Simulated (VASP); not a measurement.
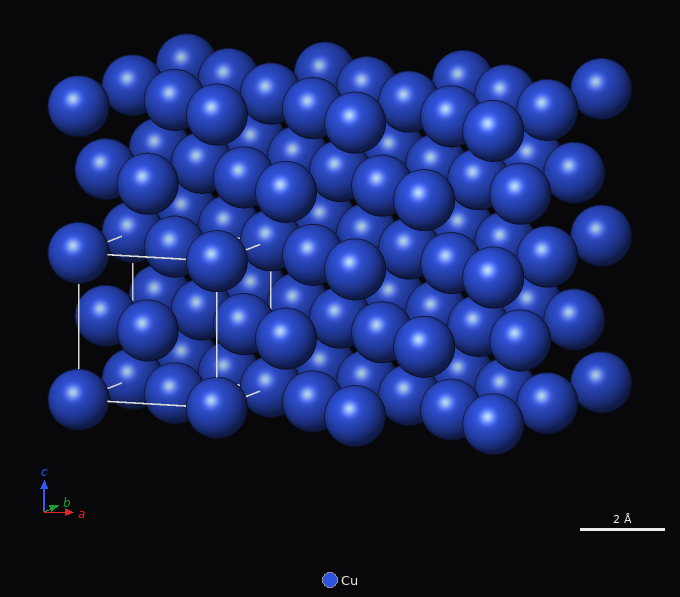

**Figure 1.** The input geometry (spheres-only view of the cell 4 times as large as that of the calculation, set on its symmetry axes, repeated 3 × 2 × 2, seen slightly off an axis).

# Optical-spectrum calculation of Cu (part 1 of 3)

System: Cu (Fm-3m, 1 atom in the cell).
Method: Kohn-Sham DFT of a periodic cell, PBE, VASP PAW PBE potentials, recommended, no spin polarisation (VASP 6.6.1).

The structure derives from an entry of the Crystallography Open Database.

## INCAR
```
ALGO     = Normal         # electronic algorithm
CSHIFT   = 0.05         
EDIFF    = 1E-6           # SCF threshold, eV
ENCUT    = 520            # plane-wave cutoff, eV
GGA      = PE             # functional
ISIF     = 2              # what is computed and relaxed
ISMEAR   = 0              # smearing method
KPAR     = 4            
LASPH    = True           # aspherical terms in the spheres
LCHARG   = False          # write CHGCAR
LOPTICS  = True           # frequency-dependent dielectric function
LREAL    = False          # projectors in reciprocal space
LWAVE    = False          # write WAVECAR
NBANDS   = 54             # bands
NEDOS    = 3000           # points of the DOS
NELM     = 80             # most SCF steps
PREC     = Accurate       # precision mode
SIGMA    = 0.05           # smearing width, eV
WPLASMAI = 0
```

## KPOINTS
```
k-points
0
Gamma
  34 34 34
```

## POSCAR
```
Cu                                      
1.0
    0.0000000000      1.7848606277      1.7848606277
    1.7848606277      0.0000000000      1.7848606277
    1.7848606277      1.7848606277      0.0000000000
  Cu            
     1
Direct
     0.0000000000000000    0.0000000000000000    0.0000000000000000
```

Hardware: 4 threads of Intel Xeon @ 2.50GHz (Skylake/Cascade Lake), 64 GiB of memory available, shared host.

Launch command:
```bash
cat potpaw_PBE.64/Cu/POTCAR > POTCAR
mpirun -np 4 vasp_std > vasp.out
```

## OSZICAR
```
N       E                     dE             d eps       ncg     rms          rms(c)
DAV:   1     0.779912551437E+02    0.77991E+02   -0.26778E+03161170   0.345E+02
DAV:   2     0.713106048449E+00   -0.77278E+02   -0.66219E+02121694   0.104E+02
DAV:   3    -0.460260015894E+01   -0.53157E+01   -0.52550E+01134842   0.218E+01
DAV:   4    -0.463052655754E+01   -0.27926E-01   -0.27922E-01129532   0.158E+00
DAV:   5    -0.463053106764E+01   -0.45101E-05   -0.45087E-05130674   0.194E-02    0.773E+00
DAV:   6    -0.406549369889E+01    0.56504E+00   -0.10835E+01129176   0.159E+01    0.369E+00
DAV:   7    -0.372612562470E+01    0.33937E+00   -0.15875E+00132096   0.607E+00    0.625E-01
DAV:   8    -0.371337067478E+01    0.12755E-01   -0.16573E-03127632   0.151E-01    0.267E-01
DAV:   9    -0.371210966796E+01    0.12610E-02   -0.65123E-03131030   0.346E-01    0.293E-02
DAV:  10    -0.371211072465E+01   -0.10567E-05   -0.16857E-05136486   0.182E-02    0.954E-03
DAV:  11    -0.371210907353E+01    0.16511E-05   -0.12978E-06132796   0.589E-03    0.217E-04
DAV:  12    -0.371210919682E+01   -0.12329E-06   -0.83322E-08104496   0.825E-04
   1 F= -.37121092E+01 E0= -.37119574E+01  d E =-.303693E-03
 imaginary and real dielectric function
```

## Parts of OUTCAR
```
EDIFF = 1E-6
   ENCUT = 520
   GGA = PE
   ISIF = 2
   ISMEAR = 0
   LASPH = True
   LREAL = False
   NELM = 80
   PREC = Accurate

 ion  position               nearest neighbor table
   1  0.000  0.000  0.000-

  LATTYP: Found a face centered cubic cell.
 ALAT       =     3.5697212554

  Lattice vectors:

 A1 = (   0.0000000000,   1.7848606277,   1.7848606277)
 A2 = (   1.7848606277,   0.0000000000,   1.7848606277)
 A3 = (   1.7848606277,   1.7848606277,   0.0000000000)

Analysis of symmetry for initial positions (statically):
=====================================================================
 Subroutine PRICEL returns:
 Original cell was already a primitive cell.

 Routine SETGRP: Setting up the symmetry group for a
 face centered cubic supercell.

 Subroutine GETGRP returns: Found 48 space group operations
 (whereof 48 operations were pure point group operations)
 out of a pool of 48 trial point group operations.

The static configuration has the point symmetry O_h .

Analysis of symmetry for dynamics (positions and initial velocities):
=====================================================================
 Subroutine PRICEL returns:
 Original cell was already a primitive cell.

 Routine SETGRP: Setting up the symmetry group for a
 face centered cubic supercell.

 Subroutine GETGRP returns: Found 48 space group operations
 (whereof 48 operations were pure point group operations)
 out of a pool of 48 trial point group operations.

The dynamic configuration has the point symmetry O_h .

 Subroutine INISYM returns: Found 48 space group operations
 (whereof 48 operations are pure point group operations),
 and found     1 'primitive' translations

----------------------------------------------------------------------------------------

                                     Primitive cell

  volume of cell :      11.3722

  direct lattice vectors                    reciprocal lattice vectors
     0.000000000  1.784860628  1.784860628    -0.280133918  0.280133918  0.280133918
     1.784860628  0.000000000  1.784860628     0.280133918 -0.280133918  0.280133918
     1.784860628  1.784860628  0.000000000     0.280133918  0.280133918 -0.280133918

  length of vectors
     2.524174107  2.524174107  2.524174107     0.485206178  0.485206178  0.485206178

  position of ions in fractional coordinates (direct lattice)
     0.000000000  0.000000000  0.000000000

  ion indices of the primitive-cell ions
   primitive index   ion index
                 1           1

----------------------------------------------------------------------------------------

 KPOINTS: k-points

Automatic generation of k-mesh.
 Grid dimensions read from file:
 generate k-points for:   34   34   34

 Generating k-lattice:

  Cartesian coordinates                     Fractional coordinates (reciprocal lattice)
    -0.008239233  0.008239233  0.008239233     0.029411765  0.000000000  0.000000000
     0.008239233 -0.008239233  0.008239233     0.000000000  0.029411765  0.000000000
     0.008239233  0.008239233 -0.008239233     0.000000000  0.000000000  0.029411765

  Length of vectors
     0.014270770  0.014270770  0.014270770

  Shift w.r.t. Gamma in fractional coordinates (k-lattice)
     0.000000000  0.000000000  0.000000000

 Subroutine IBZKPT returns following result:
 ===========================================

 Found   1059 irreducible k-points:

 Following reciprocal coordinates:
            Coordinates               Weight
  0.000000  0.000000  0.000000      1.000000
  0.029412  0.000000  0.000000      8.000000
  0.058824  0.000000  0.000000      8.000000
  0.088235  0.000000  0.000000      8.000000
  0.117647  0.000000  0.000000      8.000000
  0.147059  0.000000  0.000000      8.000000
  0.176471  0.000000  0.000000      8.000000
  0.205882  0.000000  0.000000      8.000000
  0.235294  0.000000  0.000000      8.000000
  0.264706  0.000000  0.000000      8.000000
  0.294118  0.000000  0.000000      8.000000
  0.323529  0.000000  0.000000      8.000000
  0.352941  0.000000  0.000000      8.000000
  0.382353  0.000000  0.000000      8.000000
  0.411765  0.000000  0.000000      8.000000
  0.441176  0.000000  0.000000      8.000000
  0.470588  0.000000  0.000000      8.000000
  0.500000  0.000000  0.000000      4.000000
  0.029412  0.029412  0.000000      6.000000
  0.058824  0.029412  0.000000     24.000000
  0.088235  0.029412  0.000000     24.000000
  0.117647  0.029412  0.000000     24.000000
  0.147059  0.029412  0.000000     24.000000
  0.176471  0.029412  0.000000     24.000000
 [... further k-points ...]
   k-points           NKPTS =   1059   k-points in BZ     NKDIM =   1059   number of bands    NBANDS=     54
   number of dos      NEDOS =   3000   number of ions     NIONS =      1
   total plane-waves  NPLWV =   8000
   dimension x,y,z NGX =    20 NGY =   20 NGZ =   20
   dimension x,y,z NGXF=    40 NGYF=   40 NGZF=   40
   ions per type =               1
   NGX,Y,Z   is equivalent  to a cutoff of  13.17, 13.17, 13.17 a.u.
   NGXF,Y,Z  is equivalent  to a cutoff of  26.34, 26.34, 26.34 a.u.
 SYSTEM =  unknown system
   PREC   = accura    normal or accurate (medium, high low for compatibility)
   ISTART =      0    job   : 0-new  1-cont  2-samecut
   ICHARG =      2    charge: 1-file 2-atom 10-const
   ISPIN  =      1    spin polarized calculation?
   LNONCOLLINEAR =      F non collinear calculations
   LSORBIT =      F    spin-orbit coupling
   LASPH  =      T    aspherical Exc in radial PAW
   ENCUT  =  520.0 eV  38.22 Ry    6.18 a.u.   4.69  4.69  4.69*2*pi/ulx,y,z
   NELM   =     80;   NELMIN=  2; NELMDL= -5     # of ELM steps
   EDIFF  = 0.1E-05   stopping-criterion for ELM
   LREAL  =      F    real-space projection
   EDIFFG = 0.1E-04   stopping-criterion for IOM
   NSW    =      0    number of steps for IOM
   IBRION =     -1    ionic relax: 0-MD 1-quasi-New 2-CG
   NFREE  =      0    steps in history (QN), initial steepest desc. (CG)
   ISIF   =      2    stress and relaxation
   ISYM   =      2    0-nonsym 1-usesym 2-fastsym
   POTIM  = 0.5000    time-step for ionic-motion
   TEBEG  =    0.0;   TEEND  =   0.0 temperature during run
   PSTRESS=    0.0 pullay stress
   NELECT =      11.0000    total number of electrons
   NUPDOWN=      -1.0000    fix difference up-down
   EMIN   =  10.00;   EMAX   =-10.00  energy-range for DOS
   EFERMI =   0.00;   METHOD = LEGACY
   ISMEAR =     0;   SIGMA  =   0.05  broadening in eV -4-tet -1-fermi 0-gaus
   EFERMI_NEDOS =   21; number of points for ismear=-14 and -15
   IALGO  =     38    algorithm
   IMIX   =      4    mixing-type and parameters
     AMIX     =   0.40;   BMIX     =  1.00
     AMIX_MAG =   1.60;   BMIX_MAG =  1.00
  volume/ion in A,a.u.               =      11.37        76.74
  Fermi-wavevector in a.u.,A,eV,Ry     =   1.619042  3.059546 35.664906  2.621297
  Thomas-Fermi vector in A             =   2.713207
   LORBIT       =      0    0 simple, 1 ext, 2 COOP (PROOUT), +10 PAW based schemes
   GGA     = PE    functional components
   LHFCALC =     F    Hartree Fock is set to
   AEXX    =    0.0000 exact exchange contribution
   IVDW    =     0    specifies the selected vdW correction
   LEPSILON=     F    determine dielectric tensor
   LRPA    =     F    only Hartree local field effects (RPA)
 non-spin polarized calculation
 Gauss-broadening in eV      SIGMA  =   0.05
  energy-cutoff  :      520.00
  volume of cell :       11.37
 maximum number of plane-waves:       331
   NGX =  9   NGY =  9   NGZ =  9

 number of electron      11.0000013 magnetization

 Free energy of the ion-electron system (eV)
  ---------------------------------------------------
  ext. energy  EPLUGINS =         0.00000000
  ---------------------------------------------------
  free energy    TOTEN  =        -3.71210920 eV

  energy without entropy =       -3.71180550  energy(sigma->0) =       -3.71195735

 E-fermi :   8.1047     XC(G=0): -12.9470     alpha+bet :-13.9414

 val. band max:        8.0988046332   @ k =   0.5000   0.1176   0.0000
 cond. band min:       8.1054996787   @ k =   0.4706   0.2941   0.0294
 fundamental gap:      0.0066950455
 Fermi energy:         8.1047048724

 k-point     1 :       0.0000    0.0000    0.0000
  band No.  band energies     occupation
      1      -1.5795      2.00000
      2       4.9163      2.00000
      3       4.9163      2.00000
      4       4.9163      2.00000
      5       5.7879      2.00000
      6       5.7879      2.00000
      7      30.9599      0.00000
      8      33.9007      0.00000
      9      33.9007      0.00000
     10      33.9007      0.00000
     11      36.4288      0.00000
     12      36.4288      0.00000
     13      36.4288      0.00000
     14      40.1984      0.00000
     15      45.2821      0.00000
     16      45.2821      0.00000
     17      45.2821      0.00000

 k-point     2 :       0.0294    0.0000    0.0000
  band No.  band energies     occupation
      1      -1.5470      2.00000
      2       4.9090      2.00000
      3       4.9228      2.00000
      4       4.9228      2.00000
      5       5.7852      2.00000
      6       5.7852      2.00000
      7      30.8301      0.00000
      8      33.2668      0.00000
      9      33.7827      0.00000
     10      33.7827      0.00000
     11      36.5920      0.00000
     12      36.5920      0.00000
     13      37.0239      0.00000
     14      40.3623      0.00000
     15      44.8092      0.00000
     16      44.8092      0.00000
     17      45.3486      0.00000

 k-point     3 :       0.0588    0.0000    0.0000
  band No.  band energies     occupation
      1      -1.4499      2.00000
      2       4.8877      2.00000
      3       4.9416      2.00000
      4       4.9416      2.00000
      5       5.7778      2.00000
      6       5.7778      2.00000
      7      30.2742      0.00000
      8      32.3754      0.00000
      9      33.4959      0.00000
     10      33.4959      0.00000
     11      37.0109      0.00000
     12      37.0109      0.00000
     13      37.8185      0.00000
     14      41.0040      0.00000
     15      43.8909      0.00000
     16      43.8909      0.00000
     17      45.5469      0.00000

 k-point     4 :       0.0882    0.0000    0.0000
  band No.  band energies     occupation
      1      -1.2890      2.00000
      2       4.8541      2.00000
      3       4.9705      2.00000
      4       4.9705      2.00000
      5       5.7676      2.00000
      6       5.7676      2.00000
      7      29.1242      0.00000
      8      31.9202      0.00000
      9      33.1421      0.00000
     10      33.1421      0.00000
     11      37.5703      0.00000
     12      37.5703      0.00000
     13      38.1807      0.00000
     14      42.2304      0.00000
     15      42.9141      0.00000
     16      42.9141      0.00000
     17      45.8829      0.00000

 k-point     5 :       0.1176    0.0000    0.0000
  band No.  band energies     occupation
      1      -1.0661      2.00000
      2       4.8109      2.00000
      3       5.0058      2.00000
      4       5.0058      2.00000
      5       5.7584      2.00000
      6       5.7584      2.00000
      7      27.6701      0.00000
      8      31.7162      0.00000
      9      32.7791      0.00000
     10      32.7791      0.00000
     11      38.1733      0.00000
     12      38.1733      0.00000
     13      38.2554      0.00000
     14      42.0096      0.00000
     15      42.0096      0.00000
     16      43.7539      0.00000
     17      46.4044      0.00000

 [... the levels of 18 k-points are left out ...]

 k-point    24 :       0.1765    0.0294    0.0000
  band No.  band energies     occupation
      1      -0.5369      2.00000
      2       4.7172      2.00000
      3       5.0695      2.00000
      4       5.0723      2.00000
      5       5.7106      2.00000
      6       5.8071      2.00000
      7      25.1227      0.00000
      8      31.0780      0.00000
      9      31.2914      0.00000
     10      33.5149      0.00000
     11      37.0197      0.00000
     12      39.3842      0.00000
     13      39.4343      0.00000
     14      40.0691      0.00000
     15      42.2184      0.00000
     16      46.0463      0.00000
     17      48.2275      0.00000

 [... further k-points ...]

 [bands above 17 left out]

------------------------ aborting loop because EDIFF is reached ----------------------------------------

  FORCE on cell =-STRESS in cart. coord.  units (eV):
  Direction    XX          YY          ZZ          XY          YZ          ZX
  --------------------------------------------------------------------------------------
  -------------------------------------------------------------------------------------
  Total        0.6022479      0.6022479      0.6022479      0.0000000      0.0000000      0.0000000
  in kB       84.8482691     84.8482691     84.8482691      0.0000000      0.0000000      0.0000000
  external PRESSURE =      84.8482691 kB  Pullay stress =       0.0000000 kB

 VOLUME and BASIS-vectors are now :
 -----------------------------------------------------------------------------
  energy-cutoff  :      520.00
  volume of cell :       11.37
      direct lattice vectors                 reciprocal lattice vectors
     0.000000000  1.784860628  1.784860628    -0.280133918  0.280133918  0.280133918
     1.784860628  0.000000000  1.784860628     0.280133918 -0.280133918  0.280133918
     1.784860628  1.784860628  0.000000000     0.280133918  0.280133918 -0.280133918

 POSITION                                       TOTAL-FORCE (eV/Angst)
 -----------------------------------------------------------------------------------
      0.00000      0.00000      0.00000         0.000000      0.000000      0.000000
 -----------------------------------------------------------------------------------
    total drift:                                0.000000      0.000000      0.000000

  FREE ENERGIE OF THE ION-ELECTRON SYSTEM (eV)
  ---------------------------------------------------
  free  energy   TOTEN  =        -3.7121091968 eV

  energy  without entropy=       -3.7118055039  energy(sigma->0) =       -3.71195735
```
